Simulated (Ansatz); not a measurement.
Consider Ir (slab).

```
CELL_PARAMETERS angstrom
5.47394 0.00000 0.00000
-2.73697 4.74057 0.00000
0.00000 0.00000 22.46945
ATOMIC_POSITIONS crystal
Ir 0.33333 0.16667 0.35604
Ir 0.33333 0.66667 0.35604
Ir 0.83333 0.16667 0.35604
Ir 0.83333 0.66667 0.35604
Ir 0.66660 0.33318 0.45286
Ir 0.66687 0.83356 0.45266
Ir 0.16668 0.33335 0.45296
Ir 0.16672 0.83356 0.45266
Ir 0.00001 0.50036 0.54955
Ir 0.99966 0.99927 0.54983
Ir 0.50039 0.50037 0.54955
Ir 0.50018 0.00033 0.54945
```

Computed without spin polarisation.

Theory: Ansatz 0.2.0, DFT PBE, scalar-relativistic, plane waves, PAW.

What can the converged valence pseudo-density tell about the bonding?

Answer. Ir–Ir (2.74 Å): ρ is about 0.43 e/Å³ halfway.

Metal or insulator at this level of theory?

Answer. It is gapless in this calculation (a metal or semimetal).

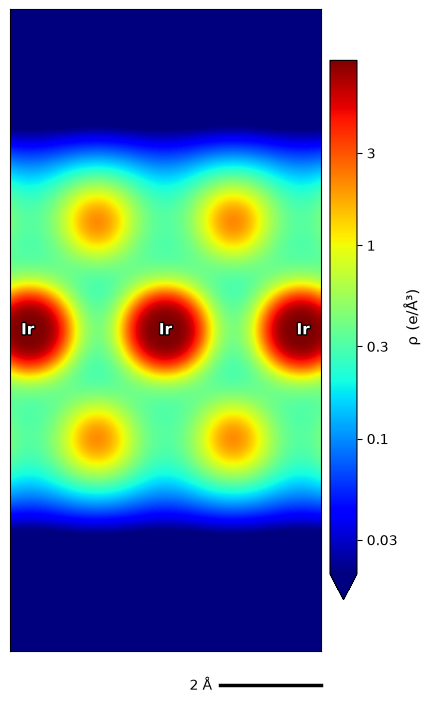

Computed valence pseudo-density on the (010) plane of the calculation cell, a cut from vacuum to vacuum. Atoms just off the plane (Ir, 0.8 Å away) can leave unmarked features too.

Core electrons are frozen (PAW), and the valence fields are smoothed inside the atomic spheres.
